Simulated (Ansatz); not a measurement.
## Electronic structure of PbO in real space

The calculation's input:

```
crystal:
  lattice:
    - [4.1129254848, 0.0, 0.0]
    - [-2.0564627424, 3.6345897487, 0.0]
    - [0.0, 0.0, 5.622289299]
  atoms:
    - { symbol: Pb, position: [0.3369450582, 0.6738901164, -0.0196396259] }
    - { symbol: Pb, position: [0.6630549418, 0.3261098836, 0.4803603741] }
    - { symbol: O, position: [0.3289559982, 0.6579119964, 0.3946396259] }
    - { symbol: O, position: [0.6710440018, 0.3420880036, 0.8946396259] }
kpoints:
  mp_grid: { grid: [6, 6, 4] }
  band_path:
    path:
      - [0.0, 0.0, 0.0]
      - [0.5, 0.0, 0.0]
      - [0.3333333333, 0.3333333333, 0.0]
      - [0.0, 0.0, 0.5]
      - [0.5, 0.0, 0.5]
      - [0.3333333333, 0.3333333333, 0.5]
      - [0.276042, 0.361979, 0.414062]
      - [0.0, -0.5, 0.427083]
    npoints: 1
hamiltonian:
  xc: hse06
scf:
  occupations: { method: fixed }
  n_extra_bands: 5
output:
  forces: true
  stress: true
  eigenvalues: true
  write_density: true
  write_potential: true
  elf: true
  volumetric_format: npy
```

Run with:

```sh
ansatz run input.yaml --threads 2 --pin off --max-ram 2211MiB --backend cpu --events-out ev --progress --plain --runs-dir out
```

Below, planes, directions and counts refer to the conventional cell (a = 4.11 Å, b = 7.27 Å, c = 5.62 Å, α = 90.00°, β = 90.00°, γ = 90.00°).

Space group Cmc2₁; started from the wurtzite prototype, which need not be the ambient phase; changed on purpose from its base cell (uniaxial x strain -2.0%).

The calculation used DFT, HSE06, plane waves, PAW (Ansatz 0.2.0).

In a PAW calculation such maps are meaningful between the atoms, not at the nuclei.

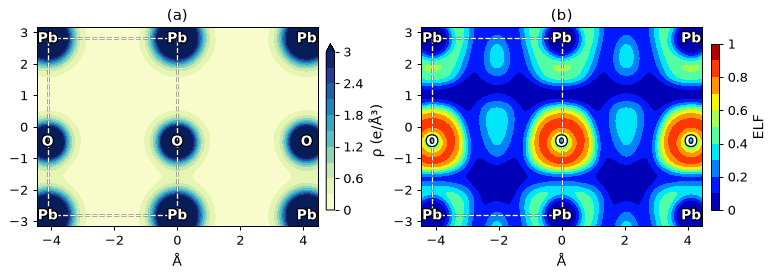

Figure 1. (a) valence pseudo-density; (b) electron localisation function on the (010) plane of the conventional cell.

### Describe what can be read from this map.

The section cuts through Pb and O sites.
Pb–O (2.33 Å): ρ is about 0.45 e/Å³ halfway; the ELF peaks at about 0.80 in the valence shell of O, 0.6 Å from its nucleus, and drops to about 0.15 between the two atoms.
Between the atoms the lowest density in this plane is 0.03 e/Å³.

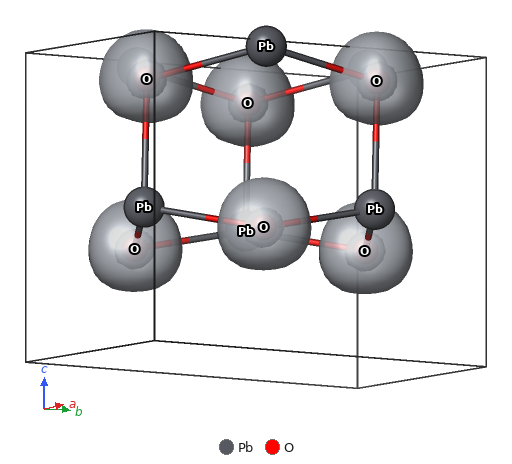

Figure 2. Isosurface of the electron localisation function at 0.7 (grey), seen at an oblique angle. Only the valence region is drawn (cores and ρ < 0.01 e/Å³ removed). Sticks mark near contacts.

### What do the ELF domains correspond to?

The ELF exceeds this value in four regions wrapped around O (the valence shell of each), counted in one cell of 8 atoms. Regions shared between cells count once.


 Pb–O (2.43 Å): the ELF is about 0.15 at the midpoint; no shared electron pair shows on this line.

### Does the calculation give a band gap?

It is gapped, with a Kohn–Sham gap of 2.3 eV on the k-point mesh, an upper bound to the gap of this method.
